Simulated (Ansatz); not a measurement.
# AlN (P6_3mc):Sc_Al, thermodynamic levels from a 72-atom cell

Charge states of Sc_Al in AlN (P6_3mc), set against the band edges. Model: a cell of 72 host atoms with 1 Al taken out and 1 Sc put in.

Main program and level: Ansatz 0.2.0; place-levels on r2SCAN runs: charge-transition levels and formation energies with image-charge correction and potential alignment at the atomic sites; PAW set soft_1.

## 1. The starting structure

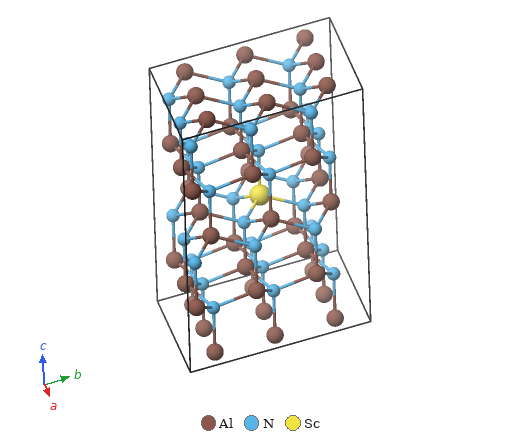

The cell as given, slightly off an axis (aluminium brown, nitrogen blue, scandium yellow). Some periodic images of atoms are drawn too.

The cell holds 72 atoms: 35 Al, 36 N and 1 Sc. Cell: a = 9.320 Å, b = 9.320 Å, c = 9.956 Å, α = 90.0°, β = 90.0°, γ = 120.0°. It derives from AlN (space group P6_3mc). Nearest the centre at fractional (0.444, 0.556, 0.500): Sc34 at 0.00 Å, N11 at 1.89 Å, N43 at 1.89 Å, N35 at 1.89 Å, N40 at 1.90 Å, Al9 at 3.07 Å, Al13 at 3.07 Å, Al41 at 3.07 Å.

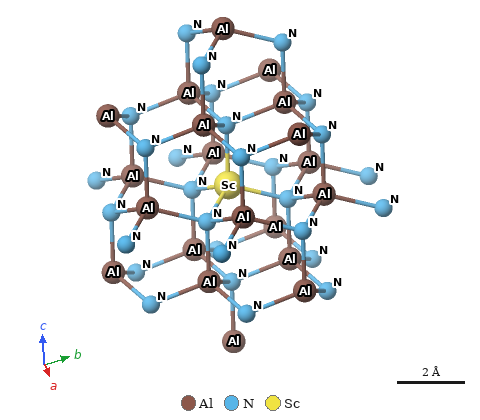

The atoms within 5 Å of the centre.

Coordinates:

```xyz
72
Lattice="9.3196 0.0000 0.0000 -4.6598 8.0710 0.0000 0.0000 0.0000 9.9565" Properties=species:S:1:pos:R:3 pbc="T T T"
Al    1.5533    0.8968    2.4852
Al    0.0000    1.7936    4.9743
N     1.5533    0.8968    4.3848
N     0.0000    1.7936    1.8957
Al    1.5533    0.8968    7.4634
Al    0.0000    1.7936    9.9525
N     1.5533    0.8968    9.3631
N     0.0000    1.7936    6.8739
Al    0.0000    3.5871    2.4852
Al   -1.5533    4.4839    4.9743
N     0.0000    3.5871    4.3848
N    -1.5533    4.4839    1.8957
Al    0.0000    3.5871    7.4634
Al   -1.5533    4.4839    9.9525
N     0.0000    3.5871    9.3631
N    -1.5533    4.4839    6.8739
Al   -1.5533    6.2774    2.4852
Al   -3.1065    7.1742    4.9743
N    -1.5533    6.2774    4.3848
N    -3.1065    7.1742    1.8957
Al   -1.5533    6.2774    7.4634
Al   -3.1065    7.1742    9.9525
N    -1.5533    6.2774    9.3631
N    -3.1065    7.1742    6.8739
Al    4.6598    0.8968    2.4852
Al    3.1065    1.7936    4.9743
N     4.6598    0.8968    4.3848
N     3.1065    1.7936    1.8957
Al    4.6598    0.8968    7.4634
Al    3.1065    1.7936    9.9525
N     4.6598    0.8968    9.3631
N     3.1065    1.7936    6.8739
Al    3.1065    3.5871    2.4852
Sc    1.5533    4.4839    4.9743
N     3.1065    3.5871    4.3848
N     1.5533    4.4839    1.8957
Al    3.1065    3.5871    7.4634
Al    1.5533    4.4839    9.9525
N     3.1065    3.5871    9.3631
N     1.5533    4.4839    6.8739
Al    1.5533    6.2774    2.4852
Al    0.0000    7.1742    4.9743
N     1.5533    6.2774    4.3848
N     0.0000    7.1742    1.8957
Al    1.5533    6.2774    7.4634
Al    0.0000    7.1742    9.9525
N     1.5533    6.2774    9.3631
N     0.0000    7.1742    6.8739
Al    7.7663    0.8968    2.4852
Al    6.2130    1.7936    4.9743
N     7.7663    0.8968    4.3848
N     6.2130    1.7936    1.8957
Al    7.7663    0.8968    7.4634
Al    6.2130    1.7936    9.9525
N     7.7663    0.8968    9.3631
N     6.2130    1.7936    6.8739
Al    6.2130    3.5871    2.4852
Al    4.6598    4.4839    4.9743
N     6.2130    3.5871    4.3848
N     4.6598    4.4839    1.8957
Al    6.2130    3.5871    7.4634
Al    4.6598    4.4839    9.9525
N     6.2130    3.5871    9.3631
N     4.6598    4.4839    6.8739
Al    4.6598    6.2774    2.4852
Al    3.1065    7.1742    4.9743
N     4.6598    6.2774    4.3848
N     3.1065    7.1742    1.8957
Al    4.6598    6.2774    7.4634
Al    3.1065    7.1742    9.9525
N     4.6598    6.2774    9.3631
N     3.1065    7.1742    6.8739
```

The host's dielectric constants go in as inputs: (4.49, 4.49, 4.72) for the electrons alone, (8.15, 8.15, 9.65) with the ions, computed on the host (DFPT, PBEsol, on the r2SCAN cell), and a cell off the functional's own equilibrium shifts the ionic part.

The cell's shortest repeat is 9.3 Å.

## 2. Charge states

Levels follow from differences of total energies between charge states, each relaxed by itself.

Each atom starts 0.05 Å or so off its site in a random direction: a symmetric start keeps its symmetry, and would miss off-centre moves and Jahn–Teller distortions. Forces are taken at one point at (¼, ¼, ¼). The cell holds 1 electron more than the neutral one, with a uniform background that keeps it neutral on the whole. The electron count is odd, so at least one spin is unpaired; this run locks the moment at 1 μB.

The sampling was tested on the host first: at the k-points planned (1x1x1 shifted 0.25 0.25 0.25) its energy lies -0.014 eV an atom from the dense-mesh value, under the bound of 0.02 eV set for this test; that bounds the host's error, not the defect's.

One state's input; the others differ in charge, spin, start and seed, and in occupations where the table says so.

qm1_M1.relax/input.yaml reads:

```yaml
crystal:
  lattice:
    - [3.10652185, 3.0e-08, 0.0]
    - [-1.55326095, 2.69032682, 0.0]
    - [0.0, 0.0, 4.97823886]
  atoms:
    - { symbol: Al, position: [0.66666667, 0.33333333, 0.49920333] }
    - { symbol: Al, position: [0.33333333, 0.66666667, 0.99920333] }
    - { symbol: "N", position: [0.66666667, 0.33333333, 0.88079667] }
    - { symbol: "N", position: [0.33333333, 0.66666667, 0.38079667] }
  supercell: [3, 3, 2]
  defects: [{ substitution: { at: 33, symbol: Sc } }]
total_charge: -1
basis:
  ecutwfc: 500
  xc_grid: 2
hamiltonian:
  xc: r2scan
  pseudopotentials: { kind: paw, azcp: { folder: soft_1 } }
kpoints:
  mp_grid: { grid: [1, 1, 1], shift: [0.25, 0.25, 0.25] }
magnetization:
  spin_polarized: true
  initial_magnetization: 1
  spin_locking: { lock_magnetization: hard }
scf:
  occupations: { method: fixed }
  max_iter: 60
output:
  forces: true
  charged_corrections: { epsilon: [4.49, 4.49, 4.72], static_epsilon: [8.15, 8.15, 9.65] }
relax:
  f_tol: 0.02
  max_steps: 80
  random_displacement: { amplitude: 0.05, seed: 215 }
checkpoint:
  write: "../qm1_M1.relax.run"
  compress: false
  write_wavefunctions: true
  write_every: 100000
```

The run is started by

```
ansatz run input.yaml --threads 4 --pin off --max-ram 7536MiB --backend cpu --events-out ev --progress --plain --runs-dir out
```

The relaxed structure is kept and the sampling changed to a 2×2×2 shifted mesh.

The run of this state that the levels use, under r2SCAN:

qm1_M1.point/input.yaml reads:

```yaml
crystal:
  checkpoint: "../qm1_M1.relax.run"
  host: checkpoint
total_charge: -1
basis:
  ecutwfc: 500
  xc_grid: 2
hamiltonian:
  xc: r2scan
  pseudopotentials: { kind: paw, azcp: { folder: soft_1 } }
kpoints:
  mp_grid: { grid: [2, 2, 2], shift: [0.5, 0.5, 0.5] }
magnetization:
  spin_polarized: true
  initial_magnetization: 1
  spin_locking: { lock_magnetization: hard }
scf:
  occupations: { method: fermi_dirac, width: 0.01 }
  max_iter: 60
output:
  forces: true
  eigenvalues: true
  charged_corrections:
    epsilon: [4.49, 4.49, 4.72]
    static_epsilon: [8.15, 8.15, 9.65]
    defect_position: [0.444444, 0.555556, 0.499602]
  eigenstates: { localisation: true }
  populations: true
  efg: {}
  band_densities: [{ bands: [v1, v1] }, { bands: [c1, c1] }]
  write_density: true
  write_potential: true
  volumetric_format: npy
checkpoint:
  read: "../qm1_M1.relax.run"
  write: "../qm1_M1.point.run"
  compress: false
  write_wavefunctions: false
  write_every: 100000
```

Relaxations under r2SCAN at one point at (¼, ¼, ¼); times on 4 threads of Intel Xeon Platinum 8259CL at 2.50GHz (Skylake/Cascade Lake), shared host:

| charge | moment (μB) | occupations | outcome | steps | largest displacement against the far atoms (Å) | time |
| --- | --- | --- | --- | --- | --- | --- |
| −1 | 1 | fixed | converged | 8 | 0.23 | 5.6 min |
| 0 | 0 | fixed | converged | 6 | 0.16 | 93 s |
| +1 | 1 | fixed | converged | 6 | 0.16 | 4.5 min |

Single points under r2SCAN at a 2×2×2 shifted mesh; times on 4 threads of Intel Xeon Platinum 8259CL at 2.50GHz (Skylake/Cascade Lake), shared host:

| charge | moment (μB) | occupations | outcome | time |
| --- | --- | --- | --- | --- |
| −1 | 1 | fermi-dirac | converged | 4.1 min |
| 0 | 0 | fermi-dirac | converged | 89 s |
| +1 | 1 | fermi-dirac | converged | 4.3 min |

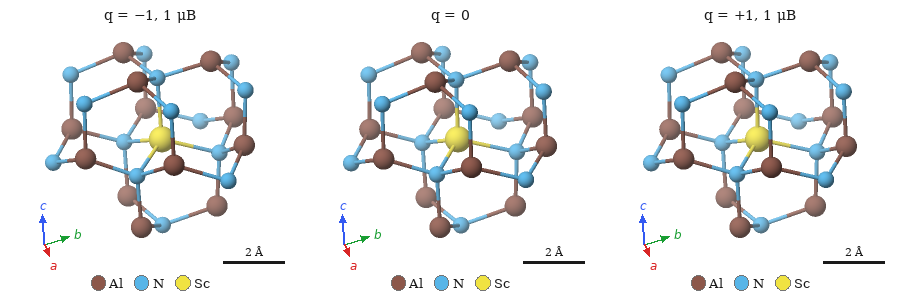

The structures near the centre after relaxation with r2SCAN, by charge.

Distances (Å) from Sc34 to the nearest atoms after relaxation with r2SCAN:

| charge | moment (μB) | 1. | 2. | 3. | 4. | 5. | 6. |
| --- | --- | --- | --- | --- | --- | --- | --- |
| −1 | 1 | N 2.04 | N 2.05 | N 2.12 | N 2.14 | Al 2.94 | Al 2.94 |
| 0 | 0 | N 2.02 | N 2.03 | N 2.03 | N 2.07 | N 2.99 | Al 3.07 |
| +1 | 1 | N 2.02 | N 2.03 | N 2.04 | N 2.08 | N 2.99 | Al 3.08 |

## 3. Placing the levels, r2SCAN

A charged cell interacts with its images and the background, and its potential has another zero than the host's. place-levels removes the first by a point-charge model, screened by the static dielectric constant since the ions have relaxed around the charge, and the second by comparing potentials at atoms far from the defect.

The host is a run of the defect-free crystal in the same cutoffs, grids and k-points, so that basis and sampling errors cancel in part in the differences. The host is run in a cell of 8 atoms on a matching mesh. Its band edges are searched through the zone by a band path, so the gap is smaller than, or equal to, that on the mesh. Chemical potentials are energies per atom of Al (fcc) and Sc (hcp), run with the same functional and cutoff.

levels.point.yaml reads:

```yaml
host:
  run: host.point.run
states: [qm1_M1.point.run, q0.point.run, qp1_M1.point.run]
geometry_from:
  qm1_M1.point.run: qm1_M1.relax.run
  q0.point.run: q0.relax.run
  qp1_M1.point.run: qp1_M1.relax.run
  host.point.run: host.relax.run
chemical_potentials:
  Al:
    energy: -540.418346
    dataset: <sha256 of the dataset>
  Sc:
    energy: -2140.560492
    dataset: <sha256 of the dataset>
epsilon: [4.49, 4.49, 4.72]
static_epsilon: [8.15, 8.15, 9.65]
vertical:
  - { from: qm1_M1.point.run, to: qm1_M1.point_neutral.run }
  - { from: qp1_M1.point.run, to: qp1_M1.point_neutral.run }
```

The run is started by

```
ansatz place-levels levels.point.yaml -- --threads 4 --pin off --max-ram 7536MiB
```

Numbers of over 12 decimals in the logs are rounded to 6 here.

Log:

```text
[... repeated set-up lines and file paths are left out, and long positions are rounded to six places ...]
(+1/0) 0.009 eV beneath the valence edge (-0.372 eV without the band-filling correction), in the valence band
(0/-1) 5.107 eV above the valence edge, in the conduction band
formation energy of charge +1: +0.201 eV with the Fermi level at the valence edge
formation energy of charge 0: +0.192 eV with the Fermi level at the valence edge
formation energy of charge -1: +5.299 eV with the Fermi level at the valence edge
vertical -1 to 0: no energy, since no alignment is typed
  the change from vertical[0].from (qm1_M1.point.run) to vertical[0].to (qm1_M1.point_neutral.run): by its potential at epsilon [4.49, 4.49, 4.72] it stands at 0.631 0.638 0.520, with an rms radius of about 1.6 Å (1.2 0.9 0.6 Å across the planes of the cell's [...]
vertical +1 to 0: no energy, since no alignment is typed
  the change from vertical[1].from (qp1_M1.point.run) to vertical[1].to (qp1_M1.point_neutral.run): by its potential at epsilon [4.49, 4.49, 4.72] it stands at 0.498 0.549 0.416, with an rms radius of about 5.6 Å (2.8 3.0 3.8 Å across the planes of the cell's [...]
  edges by r2scan, gap 4.878 eV; the host is sampled to repeats of 18.64 Å
  the defect's cells are sampled to repeats of 18.64 Å, like sampling
  charge +1: -35032.0083 eV with its correction of +0.317 eV, at epsilon [8.15, 8.15, 9.65], aligned at sites: +0.0544 eV, mean over 33 atomic sites at or beyond 4.66 Å from the host's site at [0.4444, 0.5556, 0.4997] by the defect at [0.4444, 0.5556, [...]
  states[2] (qp1_M1.point.run): levels filled in part (TS 0.003 eV): its energy is of no whole electron's
  charge 0: +0.000 eV for its dipole among its images, +0.000 omitted
  charge -1: -35013.4370 eV with its correction of +0.063 eV, at epsilon [8.15, 8.15, 9.65], aligned at sites: +0.2002 eV, mean over 33 atomic sites at or beyond 4.66 Å from the host's site at [0.4444, 0.5556, 0.4997] by the defect at [0.4444, 0.5556, [...]
  of states[2] (qp1_M1.point.run): it parts from the run at its places by a charge that spreads by about 3.8 Å along one vector (1.7 Å or more is wide), by its potential at epsilon [4.49, 4.49, 4.72], taken for that of held ions (one typed too small widens [...]
  of states[0] (qm1_M1.point.run): its displacements don't fall off away from the defect: farther atoms stand 0.017 Å off the host's places. [...]
  of vertical[0].from (qm1_M1.point.run): its displacements don't fall off away from the defect: farther atoms stand 0.017 Å off the host's places. [...]
  of vertical[0].to (qm1_M1.point_neutral.run): its displacements don't fall off away from the defect: farther atoms stand 0.017 Å off the host's places. [...]
  vertical[1].from (qp1_M1.point.run): levels filled in part (TS 0.003 eV): its energy is of no whole electron's
  of vertical[1].from (qp1_M1.point.run): its displacements don't fall off away from the defect: farther atoms stand 0.011 Å off the host's places. [...]
  of vertical[1].to (qp1_M1.point_neutral.run): its displacements don't fall off away from the defect: farther atoms stand 0.011 Å off the host's places. [...]
```

It took 0.58 s on 4 threads of Intel Xeon Platinum 8259CL at 2.50GHz (Skylake/Cascade Lake), shared host.

Levels between the charges placed, in eV above the valence top:

|  | gap (eV) | (+1/0) | (0/−1) |
| --- | --- | --- | --- |
| r2SCAN | 4.88 | -0.01 | 5.11 |

Corrections by state:

| charge | moment (μB) | image terms and alignment (eV) | band filling (eV) | ε used | over the lowest of its charge, as the program ranks them, band filling apart (eV) |
| --- | --- | --- | --- | --- | --- |
| +1 | 1.0 | 0.317 | -0.363 | principal values (8.15, 8.15, 9.65) | 0.000 |
| 0 | 0.0 | 0.000 | - | - | 0.000 |
| −1 | 1.0 | 0.063 | - | principal values (8.15, 8.15, 9.65) | 0.000 |

The charged structures listed were also run neutral, and place-levels reads from each pair, by the potential or the spins, how wide the charge is by which they differ; that can be the carrier of either run.

| charge | rms radius (Å) | spread where it is widest against the cell (Å) | wide from (Å) | reading |
| --- | --- | --- | --- | --- |
| +1 | 5.6 | 3.82 | 1.72 | wide |
| −1 | 1.6 | 1.19 | 1.40 | narrow |

The neutral runs of these pairs need not share the spin of the lowest neutral state, and very wide values only mean spread over the cell.

From the program's caveats on the states, each cut to its opening words:

- charge +1 (1 μB): it parts from the run at its places by a charge that spreads by about 3.8 Å along one vector (1.7 Å or more is wide), by its potential at epsilon [4.49, 4.49, [...]
- charge +1 (1 μB): a band-filling correction moves a carrier to the host's band edge, which changes its energy by -0.363 eV
- charge +1 (1 μB): its displacements don't fall off away from the defect: farther atoms stand 0.011 Å off the host's places
- charge +1 (1 μB), −1 (1 μB): flagged: stability check not made
- charge −1 (1 μB): its displacements don't fall off away from the defect: farther atoms stand 0.017 Å off the host's places

The host's formation energy from the elements is -1.627 eV per atom; it sets how far the chemical potentials can move.

Formation energies (eV), Al-rich (Δμ(Al) = 0.00 eV, Δμ(N) = -3.25 eV, Δμ(Sc) = 0.00 eV):

| charge | Fermi level at the valence top | at the conduction bottom |
| --- | --- | --- |
| +1 | 0.20 | 5.08 |
| 0 | 0.19 | 0.19 |
| −1 | 5.30 | 0.42 |

Formation energies (eV), N-rich (Δμ(N) = 0.00 eV, Δμ(Al) = -3.25 eV, Δμ(Sc) = 0.00 eV):

| charge | Fermi level at the valence top | at the conduction bottom |
| --- | --- | --- |
| +1 | -3.05 | 1.83 |
| 0 | -3.06 | -3.06 |
| −1 | 2.05 | -2.83 |

The charge transition levels (eV, zero at the valence-band top of the host):

|  | conduction bottom | valence top |
| --- | --- | --- |
| Sc_Al | 4.88 | 0.00 |

|  | level | energy (eV) |
| --- | --- | --- |
| Sc_Al | (+1/0) | -0.01 |
| Sc_Al | (0/−1) | 5.11 |

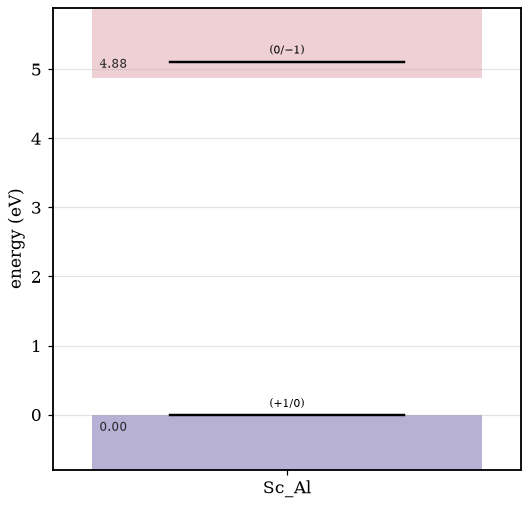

Charge transition levels. Shaded: valence and conduction bands.

## 4. Effect of the sampling

The relaxations' own energies give the levels at their sampling, for comparison.

levels.relax_mesh.yaml reads:

```yaml
host:
  run: host.relax.run
states: [qm1_M1.relax.run, q0.relax.run, qp1_M1.relax.run]
chemical_potentials:
  Al:
    energy: -540.418346
    dataset: <sha256 of the dataset>
  Sc:
    energy: -2140.560492
    dataset: <sha256 of the dataset>
```

The run is started by

```
ansatz place-levels levels.relax_mesh.yaml -- --threads 4 --pin off --max-ram 7536MiB
```

Log:

```text
[...]
(0/-1) 5.105 eV above the valence edge, in the conduction band
formation energy of charge +1: +0.298 eV with the Fermi level at the valence edge
formation energy of charge 0: +0.281 eV with the Fermi level at the valence edge
formation energy of charge -1: +5.386 eV with the Fermi level at the valence edge
  edges by r2scan, gap 4.886 eV; the host is sampled to repeats of 13.64 Å
[... the lines on each state left out ...]
```

Wall time 0.19 s (4 threads).

Levels between neighbouring charges, in eV above the valence top:

|  | gap (eV) | (+1/0) | (0/−1) |
| --- | --- | --- | --- |
| one point at (¼, ¼, ¼) | 4.89 | -0.02 | 5.10 |
| a 2×2×2 shifted mesh | 4.88 | -0.01 | 5.11 |

Going from one point at (¼, ¼, ¼) to a 2×2×2 shifted mesh moves the levels that carry no band-filling term by up to 0.00 eV and formation energies against the elements by up to 0.10 eV; band-filling terms, which differ between samplings, are in these energies.

## 5. Results

| Item | Value |
| --- | --- |
| gap of the host | 4.88 eV (r2SCAN) |
| level (plus 1/0) | 0.01 eV below the valence top (-0.37 eV above the valence top without the band-filling term) |
| level (0/minus 1) | 5.11 eV above the valence top, past the conduction bottom |
| lowest of the charges placed, just above the valence top (0.02 eV) | 0 |
| lowest of the charges placed, just below the conduction bottom (0.02 eV) | 0 |
| lowest formation energy at mid-gap of the charges run, Al-rich | 0.19 eV |
| lowest formation energy at mid-gap of the charges run, N-rich | -3.06 eV |

Of the charges placed (−1, 0 and +1), 0 is the lowest from 0.02 eV above the valence top to 0.02 eV below the conduction bottom, a gap of 4.88 eV. States placed: +1 at 1 μB; 0 at 0 μB; −1 at 1 μB. Other spin states or structures, where not listed, weren't placed. The program finds carriers beyond a band edge of the host and adds a band-filling term at charge +1 (-0.36 eV); steps to such a charge show no bound level, and a defect level inside a band would be read the same way. Sc is taken at its element; compounds, which aren't counted here, bound the chemical potentials and would shift these formation energies. The lowest formation energy (N-rich) is negative across the gap, so the defect would form by itself: these chemical potentials lie beyond what competing compounds allow, or the host is unstable against it. Going from one point at (¼, ¼, ¼) to a 2×2×2 shifted mesh moves the levels that carry no band-filling term by up to 0.00 eV and formation energies against the elements by up to 0.10 eV; band-filling terms, which differ between samplings, are in these energies. Keep in mind: r2SCAN makes the gap too small and tends to spread out bound carriers; where a gas molecule sets a chemical potential or the host's formation energy, its binding is uncorrected; force components of up to 0.11 eV/Å remain in a run at the final settings.

[Logs are printed without paths, hosts, clocks, repeated set-up lines and the standing remarks that a program may print on its own settings, such as how far it seeks lower states.]

[Hosts, paths, dates, database ids (printed as entryN), source tags and the programs' standing remarks are cut or masked in the printed files.]

[Where a table of states has a column of steps, it counts the stored structures, which are thinned; the runs took as many ionic steps or more.]

[A defect's name tells the site on which it was built; relaxed atoms can leave that site.]

[For some hosts the program warned that the k-mesh of the response run may be too coarse for force constants and the static dielectric constant; such warnings are not shown here.]
